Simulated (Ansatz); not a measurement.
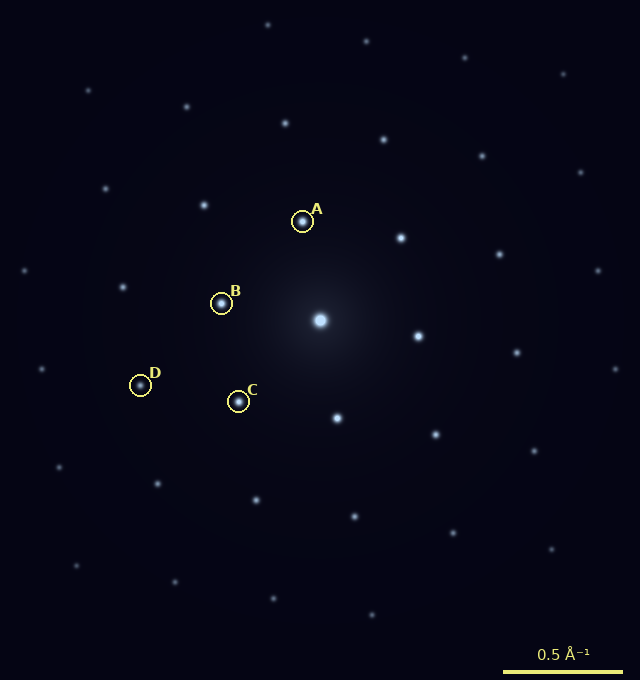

Kinematic zone-axis pattern, calculated for 200 keV electrons with B = 1 Å². The zone axis points towards the electron source and the pattern is seen from the source side.

The sample is Ti, space group Fm-3m (No. 225), a = 4.11 Å. Structure: the end point of a relaxation with DFT, PBE, plane waves (420 eV) with PAW, scalar-relativistic in Ansatz; the starting structure was generated, so it need not be a known form of this composition.

```tsv
atom	site	symmetry	x	y	z
Ti	4a	m-3m	0.0000	0.0000	0.0000
```

Spot A is indexed -1 1 -1 and spot B -1 1 1.

**Give hkl for C, D.**

C = −A + B = 0 0 2 (d = 2.056 Å). D = −A + 2B = -1 1 3 (d = 1.240 Å).

**Find the zone axis.**

The cross product of A and B is parallel to [110]; every spot obeys hu + kv + lw = 0.

**What are the spacings of A and B and the angle between them?**

d(A) = 2.374 Å, d(B) = 2.374 Å, and the angle is 70.5°.
